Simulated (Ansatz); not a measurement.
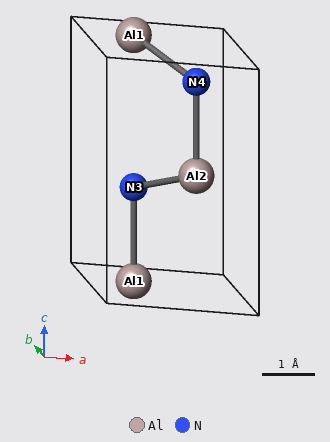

The structure (ball-and-stick view of the cell of the calculation, seen slightly off an axis; atoms are numbered from 1 in the order of the input).

## Single-point calculation, with input and output: AlN

AlN (P6₃mc, 4 atoms in the cell), computed with DFT PBEsol, scalar-relativistic, plane waves, PAW, no spin polarisation (Ansatz 0.2.0).

The structure was built on a prototype by a generator; it need not be a known phase. Figures and captions count atoms from 1; the log counts them from 0 in places.

The input:
```yaml
crystal:
  lattice:
    - [3.1137832728, 2.9e-09, 0.0]
    - [-1.5568916389, 2.6966154147, 0.0]
    - [0.0, 0.0, 4.9835883025]
  atoms:
    - { symbol: Al, position: [0.3333333333, 0.6666666667, -0.0034913258] }
    - { symbol: Al, position: [0.6666666667, 0.3333333333, 0.4965086742] }
    - { symbol: "N", position: [0.3333333333, 0.6666666667, 0.3784913258] }
    - { symbol: "N", position: [0.6666666667, 0.3333333333, 0.8784913258] }
basis:
  ecutwfc: 420
kpoints:
  mp_grid: { grid: [9, 9, 6] }
  band_path:
    path:
      - [0.0, 0.0, 0.0]
      - [0.5, 0.0, 0.0]
      - [0.3333333333, 0.3333333333, 0.0]
      - [0.0, 0.0, 0.5]
      - [0.5, 0.0, 0.5]
      - [0.3333333333, 0.3333333333, 0.5]
    npoints: 1
hamiltonian:
  xc: pbesol
scf:
  occupations: { method: gaussian, width: 0.02 }
  n_extra_bands: 5
output:
  forces: true
  stress: true
  eigenvalues: true
  write_density: true
  write_potential: true
  elf: true
  volumetric_format: npy
```

Launched with:
```bash
ansatz run input.yaml --threads 2 --pin off --max-ram 5120MiB --backend cpu --events-out ev --progress --plain --runs-dir out
```

The program's output:
```
scf.n_extra_bands = 5 over 8 filled bands (N_el = 16.0): the run solves 13 bands
Engine: ansatz 0.2.0, x86_64-unknown-linux-gnu
Pseudopotentials: kind: paw
Pseudopotential: Al, paw, valence charge 3, recommended cutoff 420 eV (normal), Al.paw.azcp
Pseudopotential: N, paw, valence charge 5, recommended cutoff 420 eV (normal), N.paw.azcp
Functional definition: PBEsol
  exchange = pbesol_x
  correlation = pbesol_c
Crystal: 4 atoms, lattice volume = 41.846 Å³
Basis set: ecut = 420 eV, 809 PW (Γ), exchange–correlation on 48×48×72 points (8 copies of the dense FFT grid, shifted against one another)
Bands: 13, of which v1, the nominal top of the filled ones, is band 8 counted from 1 (7 counted from 0)
Symmetry: 12 space group operations
Space group: P63mc (ITA 186), of the structure as read, at distance tolerance 3.5e-5 Å
k-points: 48 of 486 (time reversal used)
Non-local potential: Al, projectors of the file, l = 0: 2, l = 1: 2, l = 2: 1
Non-local potential: N, projectors of the file, l = 0: 2, l = 1: 2, l = 2: 1
PAW form: soft (Blöchl's): semilocal exchange-correlation on the pseudo side does not see the compensation charge
PAW frozen core: Al, regenerated for the run's functional, and the local potential with it (the file was generated under x = pbe(κ = 0.804, μ = 0.2195149727645171), c = pbe(β = 0.06672455060314922))
PAW frozen core: N, regenerated for the run's functional, and the local potential with it (the file was generated under x = pbe(κ = 0.804, μ = 0.2195149727645171), c = pbe(β = 0.06672455060314922))
PAW one-centre angular grid: Al, 110 points (default); XC on 64 Gauss nodes
PAW one-centre angular grid: N, 110 points (default); XC on 64 Gauss nodes
Initial density: superposition of atomic densities (neutral atoms: chi_scale 0, normalization atom), corrected by the library's trained network
Initial wavefunctions: pseudopotential atomic-orbital guess
Functional: x = pbesol(κ = 0.804, μ = 0.12345679012345678), c = pbesol(β = 0.046)
SCF iter   1: F=—  HF=-1811.930531 eV  |F-HF|=—  |Δ(HF+E_count)|=         —  Δρ=1.04e-2  dr2=4.80e-2  ethr=1.77e-3  ⟨swp⟩=6.1  Hψ=4154  notcnv=0
preconditioner: auto → none  [insulator: Δε(μ)=4.015 eV  Ē_g=13.609 eV  σ=0.020 eV  W_gap=1.00  n_scr=2 (ndim 8)  ℏωp=23.0 eV  f_vac=0.000  D(μ)=0.00/eV (n_scr^D=0)  ε∞_Penn≈3.8]
SCF iter   2: F=—  HF=-1811.917123 eV  |F-HF|=—  |Δ(HF+E_count)|=   1.34e-2  Δρ=1.71e-3  dr2=1.48e-3  ethr=3.00e-4  ⟨swp⟩=3.0  Hψ=1417  notcnv=0  defer=37
SCF iter   3: F=—  HF=-1811.916773 eV  |F-HF|=—  |Δ(HF+E_count)|=   3.50e-4  Δρ=4.64e-4  dr2=4.69e-5  ethr=9.26e-6  ⟨swp⟩=2.8  Hψ=986  notcnv=0  defer=48
SCF iter   4: F=—  HF=-1811.916652 eV  |F-HF|=—  |Δ(HF+E_count)|=   1.21e-4  Δρ=1.69e-5  dr2=4.60e-8  ethr=6.25e-10  ⟨swp⟩=10.4  Hψ=4892  notcnv=0
iter 5 did not close the SCF: its close was put off for the readings that it lacked (scf_convergence_deferred on its scf_iter line)
SCF iter   5: F=-1811.916652 eV  HF=-1811.916652 eV  |F-HF|=3.58e-10  |Δ(HF+E_count)|=   1.40e-8  Δρ=2.09e-6  dr2=7.31e-10  ethr=2.87e-10  ⟨swp⟩=2.0  Hψ=847  notcnv=0
SCF iter   6: F=-1811.916652 eV  HF=-1811.916652 eV  |F-HF|=7.73e-12  |Δ(HF+E_count)|=  5.25e-10  Δρ=2.51e-7  dr2=1.62e-11  ethr=4.57e-12  ⟨swp⟩=3.9  Hψ=2778  notcnv=0
SCF 1 converged in 6 iterations: F = -1811.916652 eV  dr2 = 1.62e-11
  greatest PAW one-centre occupation: 0.785 electrons in one spin orbital (limit 2), on the N atom at site 3 (counted from 0), in its partial waves of l = 0
NSCF: frozen V_eff on 6 k-points
SCF converged after 6 iterations
Free energy (F): -1811.916652 eV
Harris-Foulkes:  -1811.916652 eV  (|F-HF|=7.73e-12)
Internal energy: -1811.916652 eV  (E = F + TS)
E sigma→0 (E₀):  -1811.916652 eV
Fermi energy:    9.088070 eV
--- Per-component energies (eV) ---
  E_band       = 28.521857
  E_kinetic    = 317.498347
  E_local      = -446.173848  (includes V_loc(G=0)·N_el)
  E_nonlocal   = 111.267948
  E_hartree    = 153.722790
  E_xc         = -201.378982
  E_vxc        = -214.926901  (∫ρ·V_xc dr)
  E_paw        = -1155.479184  (= ΣΔE_a)
  E_vpaw       = -46.589436  (= ΣTr[D̂ρ^β])
  E_aug_tail   = 0.000188  (compensation charges beyond the density's cutoff)
  E_ewald      = -591.468387
  E_core_change = 0.094476  (= ΣΔE_core)
  E_smearing   = -0.000000  (= −TS)
  E_closure    = 0.000000  (closes the sum)
  Σ components = -1811.916652   (vs F -1811.916652, Δ=0.00e0)
--- Forces (eV/Å), atoms counted from 1 ---
  atom   1  Al     0.00000000    -0.00000000    -0.00005096
  atom   2  Al     0.00000000     0.00000000    -0.00005096
  atom   3  N      0.00000000     0.00000000     0.00005469
  atom   4  N     -0.00000000    -0.00000000     0.00005469
  max |Σ_I F_I| component: 7.45e-6 eV/Å
--- Stress (GPa, compression-positive) ---
        0.003864      -0.000000       0.000000
       -0.000000       0.003864       0.000000
        0.000000       0.000000      -0.002444
  P = ⅓ Tr σ = 0.0018 GPa (0.018 kbar)
--- Band table (eV; the first three rows and the last of 48) ---
  k-point 0: bands = ["-8.1121", "-5.9369", "0.9960", "6.1626", "6.1626", "6.8169", "6.8169", "7.0408", "11.1354", "13.5806", "17.5262", "18.0549", "18.0549"]
  k-point 1: bands = ["-8.0048", "-6.1485", "1.3715", "6.2041", "6.2041", "6.4290", "6.7704", "6.7704", "11.6351", "13.6481", "17.3507", "18.0231", "18.0231"]
  k-point 2: bands = ["-7.6939", "-6.6502", "2.3536", "5.1276", "6.3190", "6.3190", "6.6458", "6.6458", "12.5902", "13.7114", "17.0702", "18.0560", "18.0738"]
  k-point 47: bands = ["-5.5356", "-5.5356", "2.1656", "2.1656", "3.1282", "3.1282", "6.2397", "6.2397", "14.3198", "14.3198", "14.7374", "14.7374", "18.8722"]
```

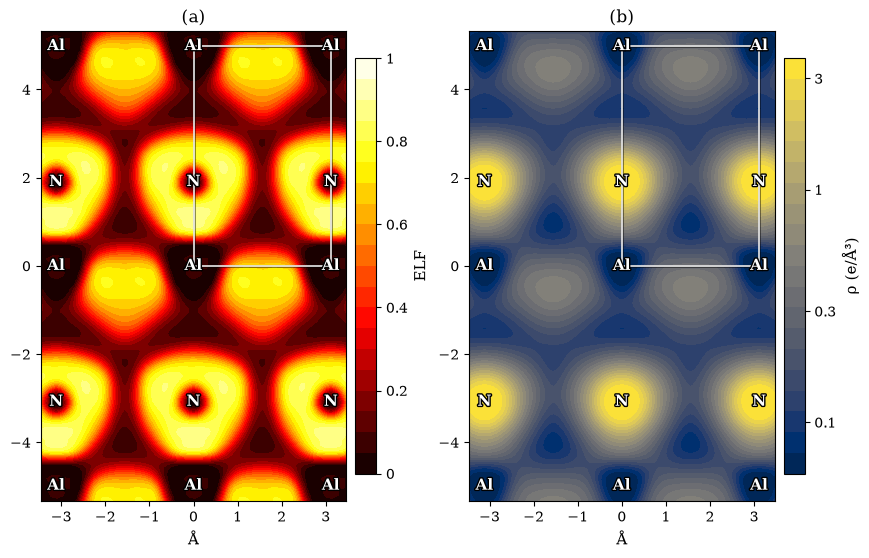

(a) ELF; (b) valence pseudo-density on the (100) plane of the conventional cell. The plane passes through Al and N nuclei. Al–N (1.90 Å): ρ at the midpoint is about 0.66 e/Å³; the ELF is about 0.85 at the midpoint. Away from the nuclei the density in this plane falls to 0.08 e/Å³ at its lowest. The fields are those of the smooth PAW valence density.

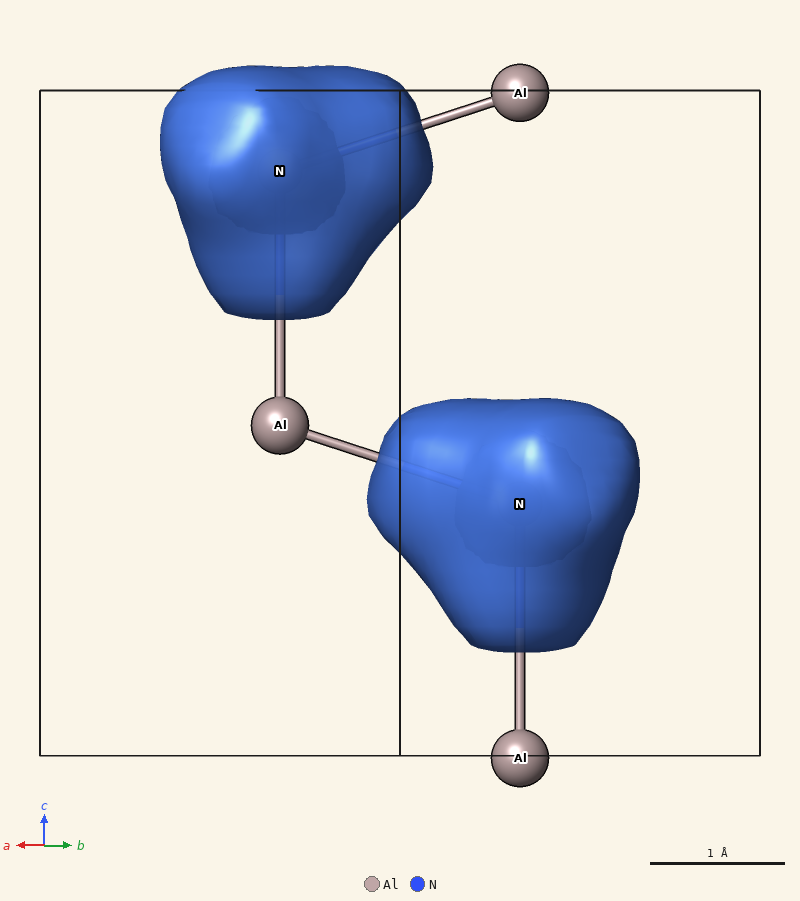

Isosurface of the ELF at 0.75 (blue), seen along [110]. Core shells and regions of very low density are left out. Sticks mark near contacts. The outline is the cell set on symmetry axes. Along the contacts the grid gives the following.

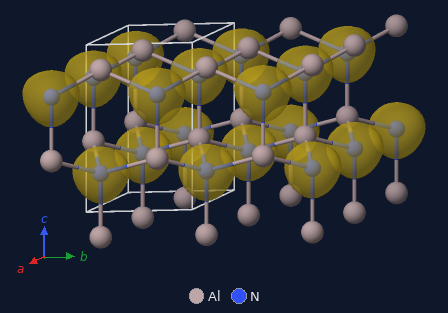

Isosurface of the valence pseudo-density at 0.8 e/Å³ (yellow), seen slightly off an axis. Sticks mark near contacts. The outline is the cell set on symmetry axes. At this value the density breaks into separate islands; it holds about 50 % of the electrons treated as valence. It is pinched off along the Al–N (1.89 Å) contacts. On the grid the lowest density along these lines, outside the cores, is 0.56 e/Å³ (Al–N, 1.89 Å).

Key numbers:

```csv
quantity,value
outcome,converged
space group (tolerance 0.01 Å),P6₃mc (186)
electrons treated,16
free energy,−1811.9167 eV
Fermi energy,9.088 eV
gap on the k-point mesh,4.09 eV
gap on the band path,4.09 eV
pressure,0.00 GPa
largest force (length of the vector),under 0.001 eV/Å
hardware,"2 threads of AMD EPYC (Zen 3), 189 GiB of memory available, shared host"
wall time,6.3 s (CPU time 9.2 s)
peak memory,0.34 GiB
```
